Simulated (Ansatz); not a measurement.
# N: a changed input and its effect

System: N (Fm-3m, 1 atom in the cell).
Method of run 1: DFT PBE+D3(BJ), scalar-relativistic, plane waves, PAW, no spin polarisation (Ansatz 0.2.0).

The structure derives from a Materials Project entry. Text and figures count atoms from 1; the logs count them from 0 in places.

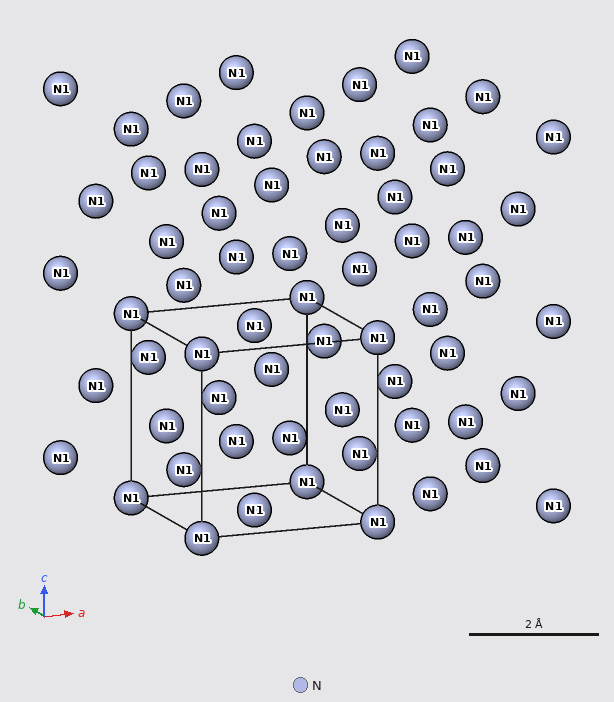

Fig. 1: The input geometry (ball-and-stick view of the cell 4 times as large as that of the calculation, set on its symmetry axes, repeated 2 × 2 × 2, seen slightly off an axis; atoms are numbered from 1 in the order of the input).

Input, run 1:
```yaml
crystal:
  lattice:
    - [0.0, 1.4761181795, 1.4761181795]
    - [1.4761181795, 0.0, 1.4761181795]
    - [1.4761181795, 1.4761181795, 0.0]
  atoms:
    - { symbol: "N", position: [0.0, 0.0, 0.0] }
basis:
  ecutwfc: 420
kpoints:
  mp_grid: { grid: [26, 26, 26] }
hamiltonian:
  xc: pbe
  dispersion: d3bj
scf:
  occupations: { method: gaussian, width: 0.15 }
output:
  forces: true
  stress: true
  eigenvalues: true
```

Launched with:
```bash
ansatz run input.yaml --threads 1 --pin off --max-ram 1228MiB --backend cpu --events-out ev --progress --plain --runs-dir out
```

Hardware: 1 thread of an x86-64 CPU, shared host.

Output, shortened to warnings, some set-up lines, iterations and results (run 1):
```
WARN: dispersion: an atom stands within reach of a switch of its C6 between two reference coordination numbers of its element: through that C6 alone, e_disp changes by 0.025 eV or more while the distances to its neighbours run over a stretch of 0.05 Å that contains this geometry (sites counted from 0 in the run's list of atoms or, in a supercell that it derives, in that cell's: here a list of 1) …
Basis set: ecut = 420 eV, 137 PW (Γ), exchange–correlation on 30×30×30 points (8 copies of the dense FFT grid, shifted against one another)
Symmetry: 48 space group operations
k-points: 511 of 17576
Initial density: superposition of atomic densities (neutral atoms: chi_scale 0, normalization atom), corrected by the library's trained network
[...]
SCF iter   1: F=—  HF=-379.510171 eV  |F-HF|=—  |Δ(HF+E_count)|=         —  Δρ=2.97e-3  dr2=2.58e-4  ethr=1.77e-3  ⟨swp⟩=5.0  Hψ=25511  notcnv=0
SCF iter   2: F=—  HF=-379.510026 eV  |F-HF|=—  |Δ(HF+E_count)|=   1.45e-4  Δρ=2.26e-3  dr2=1.80e-4  ethr=5.16e-6  ⟨swp⟩=1.7  Hψ=8372  notcnv=0
SCF iter   3: F=—  HF=-379.510079 eV  |F-HF|=—  |Δ(HF+E_count)|=   5.37e-5  Δρ=1.61e-3  dr2=8.86e-5  ethr=3.60e-6  ⟨swp⟩=2.1  Hψ=4612  notcnv=0
SCF iter   4: F=—  HF=-379.510058 eV  |F-HF|=—  |Δ(HF+E_count)|=   2.10e-5  Δρ=1.07e-3  dr2=4.09e-5  ethr=1.77e-6  ⟨swp⟩=1.0  Hψ=3346  notcnv=0
SCF iter   5: F=-379.510040 eV  HF=-379.510040 eV  |F-HF|=2.44e-8  |Δ(HF+E_count)|=   1.81e-5  Δρ=3.67e-5  dr2=4.07e-8  ethr=8.18e-7  ⟨swp⟩=2.0  Hψ=4416  notcnv=0
SCF iter   6: F=-379.510040 eV  HF=-379.510040 eV  |F-HF|=7.59e-9  |Δ(HF+E_count)|=   7.25e-9  Δρ=1.89e-5  dr2=1.35e-8  ethr=8.13e-10  ⟨swp⟩=3.0  Hψ=13482  notcnv=0
SCF 1 converged in 6 iterations: F = -379.510040 eV  dr2 = 1.35e-8
SCF converged after 6 iterations
Free energy (F): -379.510040 eV
Harris-Foulkes:  -379.510040 eV  (|F-HF|=7.59e-9)
Internal energy: -379.503435 eV  (E = F + TS)
E sigma→0 (E₀):  -379.506738 eV
Entropy (-TS):   -0.006606 eV (-6.606 meV/atom)
Fermi energy:    11.043464 eV
--- Per-component energies (eV) ---
  E_band       = 13.721973
  E_kinetic    = 122.160381
  E_local      = -107.443582  (includes V_loc(G=0)·N_el)
  E_nonlocal   = 48.310247
  E_hartree    = 20.933924
  E_xc         = -58.673068
  E_vxc        = -74.544949  (∫ρ·V_xc dr)
  E_paw        = -125.065396  (= ΣΔE_a)
  E_vpaw       = -16.629074  (= ΣTr[D̂ρ^β])
  E_aug_tail   = 0.000077  (compensation charges beyond the density's cutoff)
  E_ewald      = -279.535496
  E_disp       = -0.190521  (pairwise vdW)
  E_smearing   = -0.006606  (= −TS)
  E_closure    = 0.000000  (closes the sum)
  Σ components = -379.510040   (vs F -379.510040, Δ=0.00e0)
--- Forces (eV/Å), atoms counted from 1 ---
  atom   1  N     -0.00000000     0.00000000     0.00000000
  max |Σ_I F_I| component: 6.68e-33 eV/Å
--- Stress (GPa, compression-positive) ---
       45.074954      -0.000000      -0.000000
        0.000000      45.074954      -0.000000
       -0.000000       0.000000      45.074954
  P = ⅓ Tr σ = 45.0750 GPa (450.750 kbar)
```

The input of run 2 differs as follows (lines with − go, lines with + come):
```diff
+  ecutrho_ratio: 2
+  max_iter: 50
```

What does this change do to the results?

The free energy of run 2 is 0.13 meV per atom lower, which comes mainly from the change of cutoff or grids; a solver setting shouldn't move a converged energy. The pressure goes from 45.07 to 45.36 GPa. The number of SCF iterations is the same.

Output, shortened to warnings, some set-up lines, iterations and results (run 2):
```
Warning: basis.ecutrho_ratio = 2 (ecutrho = 840 eV) is below the records' recommended 1680 eV
WARN: dispersion: an atom stands within reach of a switch of its C6 between two reference coordination numbers of its element: through that C6 alone, e_disp changes by 0.025 eV or more while the distances to its neighbours run over a stretch of 0.05 Å that contains this geometry (sites counted from 0 in the run's list of atoms or, in a supercell that it derives, in that cell's: here a list of 1) …
Basis set: ecut = 420 eV, 137 PW (Γ), exchange–correlation on 24×24×24 points (8 copies of the dense FFT grid, shifted against one another)
Symmetry: 48 space group operations
k-points: 511 of 17576
Initial density: superposition of atomic densities (neutral atoms: chi_scale 0, normalization atom), corrected by the library's trained network
[...]
SCF iter   1: F=—  HF=-379.510360 eV  |F-HF|=—  |Δ(HF+E_count)|=         —  Δρ=2.85e-3  dr2=2.56e-4  ethr=1.77e-3  ⟨swp⟩=5.0  Hψ=25500  notcnv=0
SCF iter   2: F=—  HF=-379.510169 eV  |F-HF|=—  |Δ(HF+E_count)|=   1.91e-4  Δρ=2.22e-3  dr2=1.79e-4  ethr=5.12e-6  ⟨swp⟩=1.7  Hψ=8377  notcnv=0
SCF iter   3: F=—  HF=-379.510207 eV  |F-HF|=—  |Δ(HF+E_count)|=   3.87e-5  Δρ=1.60e-3  dr2=8.73e-5  ethr=3.58e-6  ⟨swp⟩=2.1  Hψ=4611  notcnv=0
SCF iter   4: F=—  HF=-379.510187 eV  |F-HF|=—  |Δ(HF+E_count)|=   2.06e-5  Δρ=1.07e-3  dr2=4.08e-5  ethr=1.75e-6  ⟨swp⟩=1.0  Hψ=3346  notcnv=0
SCF iter   5: F=-379.510169 eV  HF=-379.510169 eV  |F-HF|=2.12e-8  |Δ(HF+E_count)|=   1.80e-5  Δρ=3.46e-5  dr2=3.56e-8  ethr=8.15e-7  ⟨swp⟩=2.0  Hψ=4417  notcnv=0
SCF iter   6: F=-379.510169 eV  HF=-379.510169 eV  |F-HF|=8.26e-9  |Δ(HF+E_count)|=   4.94e-9  Δρ=1.97e-5  dr2=1.47e-8  ethr=7.11e-10  ⟨swp⟩=3.0  Hψ=13495  notcnv=0
SCF 1 converged in 6 iterations: F = -379.510169 eV  dr2 = 1.47e-8
SCF converged after 6 iterations
Free energy (F): -379.510169 eV
Harris-Foulkes:  -379.510169 eV  (|F-HF|=8.26e-9)
Internal energy: -379.503563 eV  (E = F + TS)
E sigma→0 (E₀):  -379.506866 eV
Entropy (-TS):   -0.006606 eV (-6.606 meV/atom)
Fermi energy:    11.043401 eV
--- Per-component energies (eV) ---
  E_band       = 13.721904
  E_kinetic    = 122.159948
  E_local      = -107.446673  (includes V_loc(G=0)·N_el)
  E_nonlocal   = 48.310921
  E_hartree    = 20.934032
  E_xc         = -58.672276
  E_vxc        = -74.544236  (∫ρ·V_xc dr)
  E_paw        = -125.065635  (= ΣΔE_a)
  E_vpaw       = -16.629327  (= ΣTr[D̂ρ^β])
  E_aug_tail   = 0.002139  (compensation charges beyond the density's cutoff)
  E_ewald      = -279.535496
  E_disp       = -0.190521  (pairwise vdW)
  E_smearing   = -0.006606  (= −TS)
  E_closure    = 0.000000  (closes the sum)
  Σ components = -379.510169   (vs F -379.510169, Δ=0.00e0)
--- Forces (eV/Å), atoms counted from 1 ---
  atom   1  N     -0.00000000     0.00000000    -0.00000000
  max |Σ_I F_I| component: 3.17e-24 eV/Å
--- Stress (GPa, compression-positive) ---
       45.361914      -0.000000      -0.000000
       -0.000000      45.361914      -0.000000
       -0.000000       0.000000      45.361914
  P = ⅓ Tr σ = 45.3619 GPa (453.619 kbar)
settings of this run that can trade accuracy for cost: basis.ecutrho_ratio < 4. Do not mix this run's numbers with those of runs without the same settings; the input reference describes each key
```

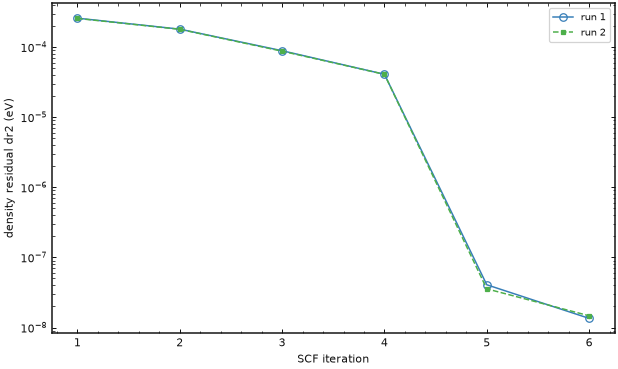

Fig. 2: Convergence of the two runs: density residual dr2 against the SCF iteration. Run 1 takes 6 iterations in all, and run 2 takes 6.

The two runs side by side:

```csv
quantity,run 1,run 2
outcome,converged,converged
free energy per atom (eV),−379.5100,−379.5102
"energy per atom, smearing taken to zero (eV)",−379.5067,−379.5069
gap on the mesh (eV),0.00,0.00
pressure (GPa),45.07,45.36
largest force (eV/Å),0.000,0.000
SCF iterations,6,6
irreducible k-points,511,511
plane waves at Γ,137,137
wall time (shared host),3 s,3.2 s
```

For run 1: The cell holds an odd number of electrons but the run has no spin polarisation, so it comes out as a metal. The cell is under a pressure of 45 GPa at this level, so it is not at its equilibrium volume. For run 2: A setting was made wrong on purpose: a density cutoff under the waves' (`basis.ecutrho_ratio`). It did no harm here: the run converged to the energy of the sound run within 1 meV per atom. Warnings: the cutoff is below the recommended one.
